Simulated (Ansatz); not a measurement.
# Two runs on Rh

System: Rh (P2₁/m, 2 atoms in the cell).
Method of run A: DFT PBEsol, scalar-relativistic, plane waves, PAW, no spin polarisation (Ansatz 0.2.0).

The structure derives from a Materials Project entry. Text and figures count atoms from 1; the logs count them from 0 in places.

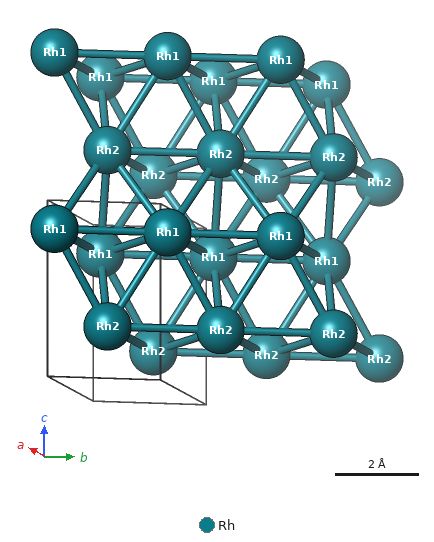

The structure as given in the input (ball-and-stick view of the cell of the calculation, repeated 2 × 3 × 2, seen at an oblique angle; atoms are numbered from 1 in the order of the input). An atom can appear more than once, as a periodic image. Near neighbours in the periodic cell (some may lie outside the picture): Rh has 12 Rh at 2.68 to 2.78 Å.

### Input, run A
```yaml
crystal:
  lattice:
    - [2.7309790422, -0.0546195808, 0.0]
    - [-1.4127914657, 2.3924070182, 0.0]
    - [0.0, 0.0, 4.428489]
  atoms:
    - { symbol: Rh, position: [0.6666666667, 0.3333333333, 0.75] }
    - { symbol: Rh, position: [0.3333333333, 0.6666666667, 0.25] }
basis:
  ecutwfc: 420
kpoints:
  mp_grid: { grid: [18, 18, 12] }
hamiltonian:
  xc: pbesol
scf:
  occupations: { method: gaussian, width: 0.15 }
output:
  forces: true
  stress: true
  eigenvalues: true
```

Command:
```bash
ansatz run input.yaml --threads 1 --pin off --max-ram 2560MiB --backend cpu --events-out ev --progress --plain --runs-dir out
```

Hardware: 1 thread of Intel Xeon @ 2.70GHz, 189 GiB of memory available, shared host.

### Output, shortened to warnings, some set-up lines, iterations and results (run A)
```
Basis set: ecut = 420 eV, 563 PW (Γ), exchange–correlation on 40×40×60 points (8 copies of the dense FFT grid, shifted against one another)
Symmetry: 4 space group operations
k-points: 1148 of 3888
Initial density: superposition of atomic densities (neutral atoms: chi_scale 0, normalization atom), corrected by the library's trained network
[...]
SCF iter   1: F=—  HF=-12677.350812 eV  |F-HF|=—  |Δ(HF+E_count)|=         —  Δρ=1.30e-2  dr2=3.27e-2  ethr=1.77e-3  ⟨swp⟩=4.6  Hψ=90390  notcnv=0
SCF iter   2: F=—  HF=-12677.346020 eV  |F-HF|=—  |Δ(HF+E_count)|=   4.79e-3  Δρ=6.81e-3  dr2=8.94e-3  ethr=9.62e-5  ⟨swp⟩=1.3  Hψ=36590  notcnv=0
SCF iter   3: F=—  HF=-12677.343270 eV  |F-HF|=—  |Δ(HF+E_count)|=   2.75e-3  Δρ=4.45e-4  dr2=1.98e-5  ethr=2.63e-5  ⟨swp⟩=2.0  Hψ=33840  notcnv=0
SCF iter   4: F=—  HF=-12677.343302 eV  |F-HF|=—  |Δ(HF+E_count)|=   3.25e-5  Δρ=8.75e-5  dr2=5.75e-7  ethr=5.84e-8  ⟨swp⟩=2.1  Hψ=37447  notcnv=0
SCF iter   5: F=-12677.343302 eV  HF=-12677.343302 eV  |F-HF|=3.03e-8  |Δ(HF+E_count)|=   3.36e-8  Δρ=2.61e-5  dr2=5.76e-8  ethr=1.69e-9  ⟨swp⟩=2.9  Hψ=47686  notcnv=0
SCF iter   6: F=-12677.343302 eV  HF=-12677.343302 eV  |F-HF|=1.46e-11  |Δ(HF+E_count)|=   1.56e-8  Δρ=2.07e-6  dr2=4.01e-10  ethr=1.69e-10  ⟨swp⟩=2.0  Hψ=83375  notcnv=0
SCF 1 converged in 6 iterations: F = -12677.343302 eV  dr2 = 4.01e-10
SCF converged after 6 iterations
Free energy (F): -12677.343302 eV
Harris-Foulkes:  -12677.343302 eV  (|F-HF|=1.46e-11)
Internal energy: -12677.305252 eV  (E = F + TS)
E sigma→0 (E₀):  -12677.324277 eV
Entropy (-TS):   -0.038051 eV (-19.025 meV/atom)
Fermi energy:    21.228567 eV
--- Per-component energies (eV) ---
  E_band       = -207.132470
  E_kinetic    = 1143.732272
  E_local      = -3224.363396  (includes V_loc(G=0)·N_el)
  E_nonlocal   = 712.906334
  E_hartree    = 1129.057378
  E_xc         = -440.017221
  E_vxc        = -554.316813  (∫ρ·V_xc dr)
  E_paw        = -7047.589475  (= ΣΔE_a)
  E_vpaw       = -543.208014  (= ΣTr[D̂ρ^β])
  E_aug_tail   = 0.001654  (compensation charges beyond the density's cutoff)
  E_ewald      = -4951.585196
  E_core_change = 0.552399  (= ΣΔE_core)
  E_smearing   = -0.038051  (= −TS)
  E_closure    = -0.000000  (closes the sum)
  Σ components = -12677.343302   (vs F -12677.343302, Δ=0.00e0)
--- Forces (eV/Å), atoms counted from 1 ---
  atom   1  Rh    -0.07111618    -0.00137049    -0.00000000
  atom   2  Rh     0.07111618     0.00137049     0.00000000
  max |Σ_I F_I| component: 0.00e0 eV/Å
--- Stress (GPa, compression-positive) ---
      -12.813455       5.276716      -0.000000
        5.276716     -12.189222      -0.000000
       -0.000000      -0.000000     -14.836466
  P = ⅓ Tr σ = -13.2797 GPa (-132.797 kbar)
```

For run B the input was changed thus:
```diff
-    - [2.7309790422, -0.0546195808, 0.0]
-    - [-1.4127914657, 2.3924070182, 0.0]
+    - [2.7309790422, 0.034137238, 0.0]
+    - [-1.3359258058, 2.3480286088, 0.0]
```

Predict how the results change.

With the same functional and potentials, run B lies 5.5 meV per atom lower. The pressure goes from −13.28 to −13.52 GPa. The largest force goes from 0.071 to 0.044 eV/Å. The number of SCF iterations is the same. The plane waves at Γ go from 563 to 561. On the same kind of shared host run B took about 0.59 times as long.

### Output, shortened to warnings, some set-up lines, iterations and results (run B)
```
Basis set: ecut = 420 eV, 561 PW (Γ), exchange–correlation on 40×40×60 points (8 copies of the dense FFT grid, shifted against one another)
Symmetry: 4 space group operations
k-points: 1148 of 3888
Initial density: superposition of atomic densities (neutral atoms: chi_scale 0, normalization atom), corrected by the library's trained network
[...]
SCF iter   1: F=—  HF=-12677.361756 eV  |F-HF|=—  |Δ(HF+E_count)|=         —  Δρ=1.30e-2  dr2=3.28e-2  ethr=1.77e-3  ⟨swp⟩=4.6  Hψ=90543  notcnv=0
SCF iter   2: F=—  HF=-12677.356962 eV  |F-HF|=—  |Δ(HF+E_count)|=   4.79e-3  Δρ=6.81e-3  dr2=8.98e-3  ethr=9.65e-5  ⟨swp⟩=1.3  Hψ=36835  notcnv=0
SCF iter   3: F=—  HF=-12677.354200 eV  |F-HF|=—  |Δ(HF+E_count)|=   2.76e-3  Δρ=4.37e-4  dr2=1.92e-5  ethr=2.64e-5  ⟨swp⟩=2.0  Hψ=33828  notcnv=0
SCF iter   4: F=—  HF=-12677.354232 eV  |F-HF|=—  |Δ(HF+E_count)|=   3.27e-5  Δρ=8.47e-5  dr2=5.39e-7  ethr=5.64e-8  ⟨swp⟩=2.0  Hψ=37015  notcnv=0
SCF iter   5: F=-12677.354232 eV  HF=-12677.354232 eV  |F-HF|=3.57e-8  |Δ(HF+E_count)|=   1.62e-8  Δρ=2.73e-5  dr2=6.43e-8  ethr=1.58e-9  ⟨swp⟩=2.9  Hψ=47136  notcnv=0
SCF iter   6: F=-12677.354232 eV  HF=-12677.354232 eV  |F-HF|=6.55e-11  |Δ(HF+E_count)|=   1.85e-8  Δρ=2.08e-6  dr2=4.10e-10  ethr=1.89e-10  ⟨swp⟩=2.0  Hψ=85292  notcnv=0
SCF 1 converged in 6 iterations: F = -12677.354232 eV  dr2 = 4.10e-10
SCF converged after 6 iterations
Free energy (F): -12677.354232 eV
Harris-Foulkes:  -12677.354232 eV  (|F-HF|=6.55e-11)
Internal energy: -12677.316123 eV  (E = F + TS)
E sigma→0 (E₀):  -12677.335177 eV
Entropy (-TS):   -0.038110 eV (-19.055 meV/atom)
Fermi energy:    21.222869 eV
--- Per-component energies (eV) ---
  E_band       = -207.350433
  E_kinetic    = 1143.668442
  E_local      = -3224.195143  (includes V_loc(G=0)·N_el)
  E_nonlocal   = 712.875780
  E_hartree    = 1128.891127
  E_xc         = -440.003313
  E_vxc        = -554.298150  (∫ρ·V_xc dr)
  E_paw        = -7047.574318  (= ΣΔE_a)
  E_vpaw       = -543.186078  (= ΣTr[D̂ρ^β])
  E_aug_tail   = 0.001658  (compensation charges beyond the density's cutoff)
  E_ewald      = -4951.532755
  E_core_change = 0.552399  (= ΣΔE_core)
  E_smearing   = -0.038110  (= −TS)
  E_closure    = 0.000000  (closes the sum)
  Σ components = -12677.354232   (vs F -12677.354232, Δ=0.00e0)
--- Forces (eV/Å), atoms counted from 1 ---
  atom   1  Rh     0.04423527    -0.00053152     0.00000000
  atom   2  Rh    -0.04423527     0.00053152    -0.00000000
  max |Σ_I F_I| component: 6.94e-18 eV/Å
--- Stress (GPa, compression-positive) ---
      -12.984058      -3.297506      -0.000000
       -3.297506     -12.737204      -0.000000
       -0.000000      -0.000000     -14.842722
  P = ⅓ Tr σ = -13.5213 GPa (-135.213 kbar)
```

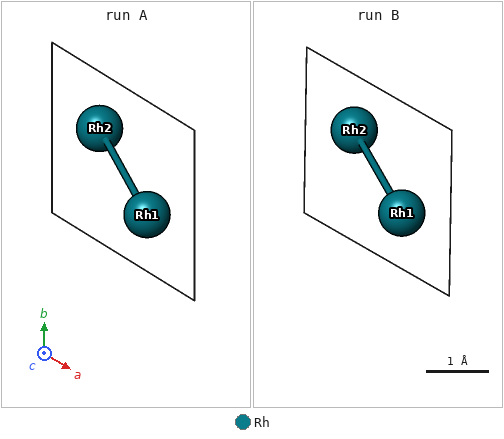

The two input geometries at one scale (ball-and-stick view of the cell of the calculation, along the c axis). The atoms keep their places relative to the cell (all moves are under 0.005 Å). The drawn cell changes at constant volume: a 2.732 → 2.731 Å (0.0 %), b 2.778 → 2.701 Å (−2.8 %), c stays at 4.428 Å, γ 121.7° → 118.9°. Among the contacts that change: Rh1–Rh1 2.778 → 2.701 Å, Rh1–Rh2 2.734 → 2.708 Å.

### The two runs side by side

| quantity | run A | run B |
| --- | --- | --- |
| outcome | converged | converged |
| free energy per atom (eV) | −6338.6717 | −6338.6771 |
| energy per atom, smearing taken to zero (eV) | −6338.6621 | −6338.6676 |
| gap on the mesh (eV) | 0.00 | 0.00 |
| pressure (GPa) | −13.28 | −13.52 |
| largest force (eV/Å) | 0.071 | 0.044 |
| SCF iterations | 6 | 6 |
| irreducible k-points | 1148 | 1148 |
| plane waves at Γ | 563 | 561 |
| wall time (shared host) | 41 s | 24 s |

For run A: The cell is under a tension of 13.3 GPa at this level, so it is not at its equilibrium volume. For run B: The cell is under a tension of 13.5 GPa at this level, so it is not at its equilibrium volume.
